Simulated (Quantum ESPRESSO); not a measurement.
**Band-structure run of GdO (part 1 of 2)**

GdO (F-43m, 2 atoms in the cell), computed with Kohn-Sham DFT of a periodic cell, PBEsol, SSSP 1.3 efficiency PBE, spin-polarised (Quantum ESPRESSO 7.5).

The structure derives from an entry of the Crystallography Open Database.

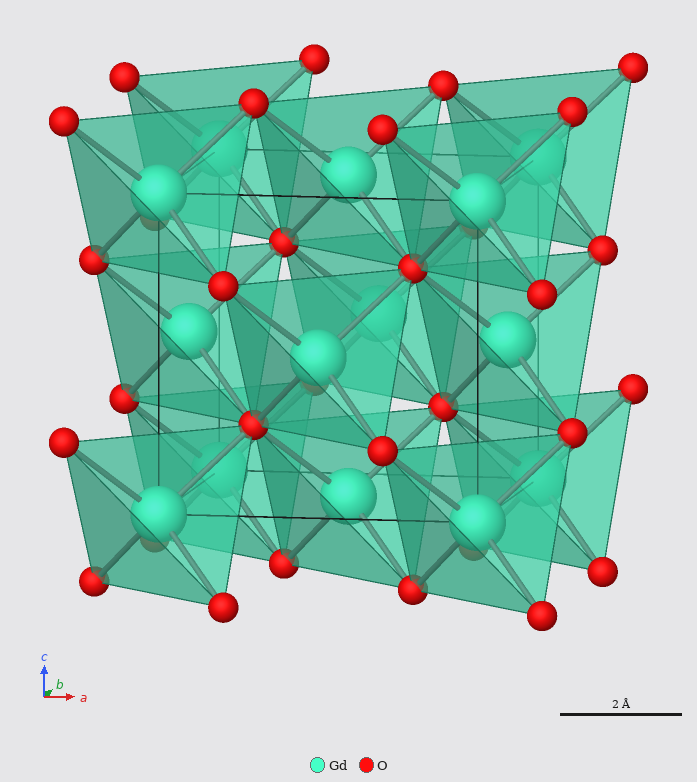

*The structure (polyhedral view of the cell 4 times as large as that of the calculation, set on its symmetry axes, seen slightly off an axis; polyhedra are completed across the faces of the cell). An atom can appear more than once, as a periodic image.*

**The input**
```
&CONTROL
  calculation = 'scf'
  prefix = 'pwscf'
  outdir = './tmp'
  pseudo_dir = './pseudo'
  tprnfor = .true.
  tstress = .true.
  disk_io = 'low'
/
&SYSTEM
  ibrav = 0
  nat = 2
  ntyp = 2
  ecutwfc = 55
  ecutrho = 440
  nbnd = 22
  input_dft = 'pbesol'
  occupations = 'smearing'
  smearing = 'fd'
  degauss = 0.00367493
  nspin = 2
  starting_magnetization(1) = 0.3889
  starting_magnetization(2) = 0
/
&ELECTRONS
  conv_thr = 4d-10
  electron_maxstep = 120
  mixing_beta = 0.3
/
ATOMIC_SPECIES
Gd   157.2500 Gd.paw.z_18.atompaw.wentzcovitch.v1.2.upf
O     15.9990 O.pbe-n-kjpaw_psl.0.1.UPF
CELL_PARAMETERS angstrom
   0.0000000000    2.7000000000    2.7000000000
   2.7000000000    0.0000000000    2.7000000000
   2.7000000000    2.7000000000    0.0000000000
ATOMIC_POSITIONS crystal
Gd     0.0000000000    0.0000000000    0.0000000000
O      0.7500000000    0.7500000000    0.7500000000
K_POINTS automatic
9 9 9 0 0 0
```

**File bands.in**
```
&CONTROL
  calculation = 'bands'
  prefix = 'pwscf'
  outdir = './tmp'
  pseudo_dir = './pseudo'
  disk_io = 'low'
  verbosity = 'high'
/
&SYSTEM
  ibrav = 0
  nat = 2
  ntyp = 2
  ecutwfc = 55
  ecutrho = 440
  nbnd = 22
  input_dft = 'pbesol'
  occupations = 'smearing'
  smearing = 'fd'
  degauss = 0.00367493
  nspin = 2
  starting_magnetization(1) = 0.3889
  starting_magnetization(2) = 0
/
&ELECTRONS
  conv_thr = 1d-08
  electron_maxstep = 120
  mixing_beta = 0.3
  diago_full_acc = .true.
  startingwfc = 'random'
/
ATOMIC_SPECIES
Gd   157.2500 Gd.paw.z_18.atompaw.wentzcovitch.v1.2.upf
O     15.9990 O.pbe-n-kjpaw_psl.0.1.UPF
CELL_PARAMETERS angstrom
   0.0000000000    2.7000000000    2.7000000000
   2.7000000000    0.0000000000    2.7000000000
   2.7000000000    2.7000000000    0.0000000000
ATOMIC_POSITIONS crystal
Gd     0.0000000000    0.0000000000    0.0000000000
O      0.7500000000    0.7500000000    0.7500000000
K_POINTS crystal
60
 0.0000000000  0.0000000000  0.0000000000 1
 0.0625000000  0.0000000000  0.0625000000 1
 0.1250000000  0.0000000000  0.1250000000 1
 0.1875000000  0.0000000000  0.1875000000 1
 0.2500000000  0.0000000000  0.2500000000 1
 0.3125000000  0.0000000000  0.3125000000 1
 0.3750000000  0.0000000000  0.3750000000 1
 0.4375000000  0.0000000000  0.4375000000 1
 0.5000000000  0.0000000000  0.5000000000 1
 0.5000000000  0.0625000000  0.5625000000 1
 0.5000000000  0.1250000000  0.6250000000 1
 0.5000000000  0.1875000000  0.6875000000 1
 0.5000000000  0.2500000000  0.7500000000 1
 0.4375000000  0.3125000000  0.7500000000 1
 0.3750000000  0.3750000000  0.7500000000 1
 0.3375000000  0.3375000000  0.6750000000 1
 0.3000000000  0.3000000000  0.6000000000 1
 0.2625000000  0.2625000000  0.5250000000 1
 0.2250000000  0.2250000000  0.4500000000 1
 0.1875000000  0.1875000000  0.3750000000 1
 0.1500000000  0.1500000000  0.3000000000 1
 0.1125000000  0.1125000000  0.2250000000 1
 0.0750000000  0.0750000000  0.1500000000 1
 0.0375000000  0.0375000000  0.0750000000 1
 0.0000000000  0.0000000000  0.0000000000 1
 0.0625000000  0.0625000000  0.0625000000 1
 0.1250000000  0.1250000000  0.1250000000 1
 0.1875000000  0.1875000000  0.1875000000 1
 0.2500000000  0.2500000000  0.2500000000 1
 0.3125000000  0.3125000000  0.3125000000 1
 0.3750000000  0.3750000000  0.3750000000 1
 0.4375000000  0.4375000000  0.4375000000 1
 0.5000000000  0.5000000000  0.5000000000 1
 0.5250000000  0.4500000000  0.5250000000 1
 0.5500000000  0.4000000000  0.5500000000 1
 0.5750000000  0.3500000000  0.5750000000 1
 0.6000000000  0.3000000000  0.6000000000 1
 0.6250000000  0.2500000000  0.6250000000 1
 0.5833333333  0.2500000000  0.6666666667 1
 0.5416666667  0.2500000000  0.7083333333 1
 0.5000000000  0.2500000000  0.7500000000 1
 0.5000000000  0.2857142857  0.7142857143 1
 0.5000000000  0.3214285714  0.6785714286 1
 0.5000000000  0.3571428571  0.6428571429 1
 0.5000000000  0.3928571429  0.6071428571 1
 0.5000000000  0.4285714286  0.5714285714 1
 0.5000000000  0.4642857143  0.5357142857 1
 0.5000000000  0.5000000000  0.5000000000 1
 0.4821428571  0.4821428571  0.5357142857 1
 0.4642857143  0.4642857143  0.5714285714 1
 0.4464285714  0.4464285714  0.6071428571 1
 0.4285714286  0.4285714286  0.6428571429 1
 0.4107142857  0.4107142857  0.6785714286 1
 0.3928571429  0.3928571429  0.7142857143 1
 0.3750000000  0.3750000000  0.7500000000 1
 0.6250000000  0.2500000000  0.6250000000 1
 0.5937500000  0.1875000000  0.5937500000 1
 0.5625000000  0.1250000000  0.5625000000 1
 0.5312500000  0.0625000000  0.5312500000 1
 0.5000000000  0.0000000000  0.5000000000 1
```

Run on 2 threads of Arm Neoverse V2, 24 GiB of memory available, shared host.

Run as:
```bash
OMP_NUM_THREADS=1 mpirun -n 2 pw.x -nk 2 -in pw.in > pw.out
OMP_NUM_THREADS=1 mpirun -n 2 pw.x -nk 2 -in bands.in > bands.out
```

**What the program printed**
```
This program is part of the open-source Quantum ESPRESSO suite
     for quantum simulation of materials; please cite
         "P. Giannozzi et al., J. Phys.:Condens. Matter 21 395502 (2009);
         "P. Giannozzi et al., J. Phys.:Condens. Matter 29 465901 (2017);
         "P. Giannozzi et al., J. Chem. Phys. 152 154105 (2020);
          URL
     in publications or presentations arising from this work. More details at

     file Gd.paw.z_18.atompaw.wentzcovitch.v1.2.upf: wavefunction(s)  6S 0P 5D 0D 4F 0F renormalized
     file O.pbe-n-kjpaw_psl.0.1.UPF: wavefunction(s)  2P renormalized

     IMPORTANT: XC functional enforced from input :
     Exchange-correlation= PBESOL
                           (   1   4  10   8   0   0   0)
     Any further DFT definition will be discarded
     Please, verify this is what you really want

     Message from routine setup:
     using ibrav=0 with symmetry is DISCOURAGED, use correct ibrav instead

     K-points division:     npool     =       2
     Subspace diagonalization in iterative solution of the eigenvalue problem:
     a serial algorithm will be used

     G-vector sticks info
     --------------------
     sticks:   dense  smooth     PW     G-vecs:    dense   smooth      PW
     Sum        1573     793    241                41391    14649    2445

     Using Slab Decomposition

     bravais-lattice index     =            0
     lattice parameter (alat)  =       7.2157  a.u.
     unit-cell volume          =     265.6549 (a.u.)^3
     number of atoms/cell      =            2
     number of atomic types    =            2
     number of electrons       =        24.00
     number of Kohn-Sham states=           22
     kinetic-energy cutoff     =      55.0000  Ry
     charge density cutoff     =     440.0000  Ry
     scf convergence threshold =      4.0E-10
     mixing beta               =       0.3000
     number of iterations used =            8  plain     mixing
     Exchange-correlation= PBESOL
                           (   1   4  10   8   0   0   0)

     celldm(1)=   7.215686  celldm(2)=   0.000000  celldm(3)=   0.000000
     celldm(4)=   0.000000  celldm(5)=   0.000000  celldm(6)=   0.000000

     crystal axes: (cart. coord. in units of alat)
               a(1) = (   0.000000   0.707107   0.707107 )
               a(2) = (   0.707107   0.000000   0.707107 )
               a(3) = (   0.707107   0.707107   0.000000 )

     reciprocal axes: (cart. coord. in units 2 pi/alat)
               b(1) = ( -0.707107  0.707107  0.707107 )
               b(2) = (  0.707107 -0.707107  0.707107 )
               b(3) = (  0.707107  0.707107 -0.707107 )

     PseudoPot. # 1 for Gd read from file:
     Gd.paw.z_18.atompaw.wentzcovitch.v1.2.upf
     Pseudo is Projector augmented-wave + core cor, Zval = 18.0
     Generated using ATOMPAW code
     Shape of augmentation charge: BESSEL
     Using radial grid of 1110 points,  8 beta functions with:
                l(1) =   0
                l(2) =   0
                l(3) =   1
                l(4) =   1
                l(5) =   2
                l(6) =   2
                l(7) =   3
                l(8) =   3
     Q(r) pseudized with 0 coefficients

     PseudoPot. # 2 for O  read from file:
     O.pbe-n-kjpaw_psl.0.1.UPF
     Pseudo is Projector augmented-wave + core cor, Zval =  6.0
     Generated using "atomic" code by A. Dal Corso  v.5.0.99 svn rev. 10869
     Shape of augmentation charge: BESSEL
     Using radial grid of 1095 points,  4 beta functions with:
                l(1) =   0
                l(2) =   0
                l(3) =   1
                l(4) =   1
     Q(r) pseudized with 0 coefficients

     atomic species   valence    mass     pseudopotential
     Gd               18.00   157.25000     Gd( 1.00)
     O                 6.00    15.99900     O ( 1.00)

     Starting magnetic structure
     atomic species   magnetization
     Gd              0.389
     O               0.000

     24 Sym. Ops. (no inversion) found

   Cartesian axes

     site n.     atom                  positions (alat units)
         1        Gd     tau(   1) = (   0.0000000   0.0000000   0.0000000  )
         2        O      tau(   2) = (   1.0606602   1.0606602   1.0606602  )

     number of k points=    35  Fermi-Dirac smearing, width (Ry)=  0.0037
                       cart. coord. in units 2pi/alat
        k(    1) = (   0.0000000   0.0000000   0.0000000), wk =   0.0013717
        k(    2) = (   0.0785674   0.0785674  -0.0785674), wk =   0.0109739
        k(    3) = (   0.1571348   0.1571348  -0.1571348), wk =   0.0109739
        k(    4) = (   0.2357023   0.2357023  -0.2357023), wk =   0.0109739
        k(    5) = (   0.3142697   0.3142697  -0.3142697), wk =   0.0109739
        k(    6) = (   0.1571348   0.0000000  -0.0000000), wk =   0.0082305
        k(    7) = (   0.2357023   0.0785674  -0.0785674), wk =   0.0329218
        k(    8) = (   0.3142697   0.1571348  -0.1571348), wk =   0.0329218
        k(    9) = (   0.3928371   0.2357023  -0.2357023), wk =   0.0329218
        k(   10) = (  -0.2357023  -0.3928371   0.3928371), wk =   0.0329218
        k(   11) = (  -0.1571348  -0.3142697   0.3142697), wk =   0.0329218
        k(   12) = (  -0.0785674  -0.2357023   0.2357023), wk =   0.0329218
        k(   13) = (  -0.0000000  -0.1571348   0.1571348), wk =   0.0164609
        k(   14) = (   0.3142697   0.0000000  -0.0000000), wk =   0.0082305
        k(   15) = (   0.3928371   0.0785674  -0.0785674), wk =   0.0329218
        k(   16) = (   0.4714045   0.1571348  -0.1571348), wk =   0.0329218
        k(   17) = (  -0.1571348  -0.4714045   0.4714045), wk =   0.0329218
        k(   18) = (  -0.0785674  -0.3928371   0.3928371), wk =   0.0329218
        k(   19) = (  -0.0000000  -0.3142697   0.3142697), wk =   0.0164609
        k(   20) = (   0.4714045   0.0000000  -0.0000000), wk =   0.0082305
        k(   21) = (   0.5499719   0.0785674  -0.0785674), wk =   0.0329218
        k(   22) = (  -0.0785674  -0.5499719   0.5499719), wk =   0.0329218
        k(   23) = (  -0.0000000  -0.4714045   0.4714045), wk =   0.0164609
        k(   24) = (   0.6285394   0.0000000  -0.0000000), wk =   0.0082305
        k(   25) = (  -0.0000000  -0.6285394   0.6285394), wk =   0.0164609
        k(   26) = (   0.3142697   0.1571348  -0.0000000), wk =   0.0329218
        k(   27) = (   0.3928371   0.2357023  -0.0785674), wk =   0.0658436
        k(   28) = (  -0.2357023  -0.3928371   0.5499719), wk =   0.0658436
        k(   29) = (   0.4714045   0.1571348  -0.0000000), wk =   0.0329218
        k(   30) = (  -0.1571348  -0.4714045   0.6285394), wk =   0.0658436
        k(   31) = (  -0.0785674  -0.3928371   0.5499719), wk =   0.0658436
        k(   32) = (  -0.0000000  -0.3142697   0.4714045), wk =   0.0329218
        k(   33) = (  -0.0785674  -0.5499719   0.7071068), wk =   0.0329218
        k(   34) = (  -0.0000000  -0.4714045   0.6285394), wk =   0.0329218
        k(   35) = (  -0.0785674  -0.3928371   0.7071068), wk =   0.0329218

     Dense  grid:    41391 G-vectors     FFT dimensions: (  50,  50,  50)

     Smooth grid:    14649 G-vectors     FFT dimensions: (  36,  36,  36)

     Generating pointlists ...
     new r_m :   0.2526 (alat units)  1.8227 (a.u.) for type    1
     new r_m :   0.2526 (alat units)  1.8227 (a.u.) for type    2

     Initial potential from superposition of free atoms

     starting charge      23.9948, renormalised to      24.0000
     Starting wfcs are   36 randomized atomic wfcs
     Checking if some PAW data can be deallocated...

     Self-consistent Calculation

     iteration #  1     ecut=    55.00 Ry     beta= 0.30
     Davidson diagonalization with overlap
     ethr =  1.00E-02,  avg # of iterations =  6.5

     total energy              =    -717.46853602 Ry
     estimated scf accuracy    <       0.85187279 Ry

     total magnetization       =     6.06 Bohr mag/cell
     absolute magnetization    =     6.22 Bohr mag/cell

     iteration #  2     ecut=    55.00 Ry     beta= 0.30
     Davidson diagonalization with overlap
     ethr =  3.55E-03,  avg # of iterations =  2.0

     total energy              =    -717.68720125 Ry
     estimated scf accuracy    <       0.35491025 Ry

     total magnetization       =     7.64 Bohr mag/cell
     absolute magnetization    =     7.74 Bohr mag/cell

     iteration #  3     ecut=    55.00 Ry     beta= 0.30
     Davidson diagonalization with overlap
     ethr =  1.48E-03,  avg # of iterations =  1.6

     total energy              =    -717.76384837 Ry
     estimated scf accuracy    <       0.08876011 Ry

     total magnetization       =     7.19 Bohr mag/cell
     absolute magnetization    =     7.35 Bohr mag/cell

     iteration #  4     ecut=    55.00 Ry     beta= 0.30
     Davidson diagonalization with overlap
     ethr =  3.70E-04,  avg # of iterations =  1.4

     total energy              =    -717.79689277 Ry
     estimated scf accuracy    <       0.06634324 Ry

     total magnetization       =     7.49 Bohr mag/cell
     absolute magnetization    =     7.61 Bohr mag/cell

     iteration #  5     ecut=    55.00 Ry     beta= 0.30
     Davidson diagonalization with overlap
     ethr =  2.76E-04,  avg # of iterations =  1.7

     total energy              =    -717.79067868 Ry
     estimated scf accuracy    <       0.08495937 Ry

     total magnetization       =     6.88 Bohr mag/cell
     absolute magnetization    =     7.02 Bohr mag/cell

     iteration #  6     ecut=    55.00 Ry     beta= 0.30
     Davidson diagonalization with overlap
     ethr =  2.76E-04,  avg # of iterations =  1.9

     total energy              =    -717.81243523 Ry
     estimated scf accuracy    <       0.00825799 Ry

     total magnetization       =     7.59 Bohr mag/cell
     absolute magnetization    =     7.66 Bohr mag/cell

     iteration #  7     ecut=    55.00 Ry     beta= 0.30
     Davidson diagonalization with overlap
     ethr =  3.44E-05,  avg # of iterations =  1.9

     total energy              =    -717.81065645 Ry
     estimated scf accuracy    <       0.00903316 Ry

     total magnetization       =     7.62 Bohr mag/cell
     absolute magnetization    =     7.67 Bohr mag/cell

     iteration #  8     ecut=    55.00 Ry     beta= 0.30
     Davidson diagonalization with overlap
     ethr =  3.44E-05,  avg # of iterations =  1.1

     total energy              =    -717.81112564 Ry
     estimated scf accuracy    <       0.00130319 Ry

     total magnetization       =     7.56 Bohr mag/cell
     absolute magnetization    =     7.62 Bohr mag/cell

     iteration #  9     ecut=    55.00 Ry     beta= 0.30
     Davidson diagonalization with overlap
     ethr =  5.43E-06,  avg # of iterations =  1.8

     total energy              =    -717.81118270 Ry
     estimated scf accuracy    <       0.00030902 Ry

     total magnetization       =     7.55 Bohr mag/cell
     absolute magnetization    =     7.60 Bohr mag/cell

     iteration # 10     ecut=    55.00 Ry     beta= 0.30
     Davidson diagonalization with overlap
     ethr =  1.29E-06,  avg # of iterations =  2.0

     total energy              =    -717.81117204 Ry
     estimated scf accuracy    <       0.00008524 Ry

     total magnetization       =     7.55 Bohr mag/cell
     absolute magnetization    =     7.60 Bohr mag/cell

     iteration # 11     ecut=    55.00 Ry     beta= 0.30
     Davidson diagonalization with overlap
     ethr =  3.55E-07,  avg # of iterations =  2.0

     total energy              =    -717.81120254 Ry
     estimated scf accuracy    <       0.00001444 Ry

     total magnetization       =     7.54 Bohr mag/cell
     absolute magnetization    =     7.59 Bohr mag/cell

     iteration # 12     ecut=    55.00 Ry     beta= 0.30
     Davidson diagonalization with overlap
     ethr =  6.02E-08,  avg # of iterations =  1.5

     total energy              =    -717.81119968 Ry
     estimated scf accuracy    <       0.00001157 Ry

     total magnetization       =     7.54 Bohr mag/cell
     absolute magnetization    =     7.59 Bohr mag/cell

     iteration # 13     ecut=    55.00 Ry     beta= 0.30
     Davidson diagonalization with overlap
     ethr =  4.82E-08,  avg # of iterations =  1.0

     total energy              =    -717.81120134 Ry
     estimated scf accuracy    <       0.00000039 Ry

     total magnetization       =     7.55 Bohr mag/cell
     absolute magnetization    =     7.60 Bohr mag/cell

     iteration # 14     ecut=    55.00 Ry     beta= 0.30
     Davidson diagonalization with overlap
     ethr =  1.62E-09,  avg # of iterations =  2.5

     total energy              =    -717.81120089 Ry
     estimated scf accuracy    <       0.00000125 Ry

     total magnetization       =     7.55 Bohr mag/cell
     absolute magnetization    =     7.60 Bohr mag/cell

     iteration # 15     ecut=    55.00 Ry     beta= 0.30
     Davidson diagonalization with overlap
     ethr =  1.62E-09,  avg # of iterations =  2.0

     total energy              =    -717.81120120 Ry
     estimated scf accuracy    <          1.9E-09 Ry

     total magnetization       =     7.55 Bohr mag/cell
     absolute magnetization    =     7.60 Bohr mag/cell

     iteration # 16     ecut=    55.00 Ry     beta= 0.30
     Davidson diagonalization with overlap
     ethr =  8.09E-12,  avg # of iterations =  3.5

     total energy              =    -717.81120120 Ry
     estimated scf accuracy    <          1.6E-09 Ry

     total magnetization       =     7.55 Bohr mag/cell
     absolute magnetization    =     7.60 Bohr mag/cell

     iteration # 17     ecut=    55.00 Ry     beta= 0.30
     Davidson diagonalization with overlap
     ethr =  6.53E-12,  avg # of iterations =  2.2

     Magnetic moment per site  (integrated on atomic sphere of radius R)
     atom   1 (R=0.253)  charge= 13.9680  magn=  6.8336
     atom   2 (R=0.253)  charge=  6.1413  magn= -0.0130

     End of self-consistent calculation

 ------ SPIN UP ------------

          k = 0.0000 0.0000 0.0000 (  1837 PWs)   bands (ev):

   -33.2008 -10.4757 -10.4757 -10.4757  -7.0349   6.4024   6.4024   6.4024
     7.6609   7.7623   7.7623   7.7623   7.8721   7.8721   7.8721  10.1726
    14.8267  14.8267  16.8453  16.8453  16.8453  23.5076

          k = 0.0786 0.0786-0.0786 (  1847 PWs)   bands (ev):

   -33.1964 -10.6071 -10.4850 -10.4850  -6.9149   6.3263   6.4442   6.4442
     7.6875   7.7402   7.7402   7.7627   7.8346   7.9093   7.9093  10.6305
    14.6183  14.6183  16.5677  17.0927  17.0927  22.2023

          k = 0.1571 0.1571-0.1571 (  1850 PWs)   bands (ev):

   -33.1851 -10.9024 -10.5084 -10.5084  -6.6551   6.2907   6.5468   6.5468
     7.7152   7.7152   7.7419   7.7637   7.7732   7.9631   7.9631  11.6250
    14.3715  14.3715  15.9983  17.3843  17.3843  20.5826

          k = 0.2357 0.2357-0.2357 (  1853 PWs)   bands (ev):

   -33.1721 -11.1928 -10.5348 -10.5348  -6.4169   6.4543   6.6586   6.6586
     7.7028   7.7083   7.7083   7.7648   7.8310   7.9821   7.9821  12.4229
    14.4174  14.4174  15.5216  17.3007  17.3007  19.6251

          k = 0.3143 0.3143-0.3143 (  1841 PWs)   bands (ev):

   -33.1637 -11.3638 -10.5519 -10.5519  -6.2867   6.6663   6.7296   6.7296
     7.6587   7.7142   7.7142   7.7656   7.9137   7.9696   7.9696  12.6023
    14.6607  14.6607  15.2719  16.9865  16.9865  19.7682
```
